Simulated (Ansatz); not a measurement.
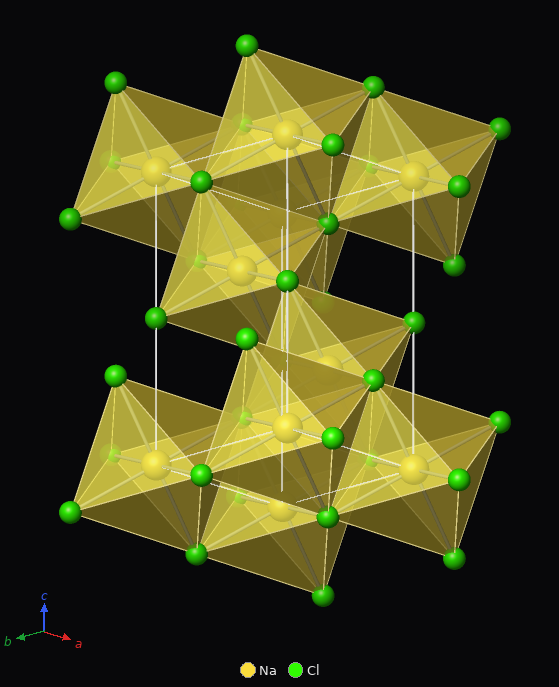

The figure gives a polyhedral picture of the atoms, viewed from a general direction. Lines trace the edges of the conventional unit cell. Some neighbours outside the box are added.

NaCl, space group R-3m (No. 166), a = 4.08 Å, b = 4.08 Å, c = 9.48 Å, α = 90.00°, β = 90.00°, γ = 120.00°.

Results below were computed with DFT, r2SCAN, plane waves, PAW in Ansatz; the settings were E_cut = 500 eV, k-points about 0.32 Å⁻¹ apart, no spin polarisation.

What is the electronic character?

An insulator at this level, with a gap of 5.69 eV, direct.

Give the high-frequency dielectric constant.

ε∞ averages 2.4.

It goes back to a structure type filled with these elements by a generator (whether the compound takes this form wasn't checked). The cell was then strained or its atoms displaced on purpose. It went into a calculation with Ansatz.
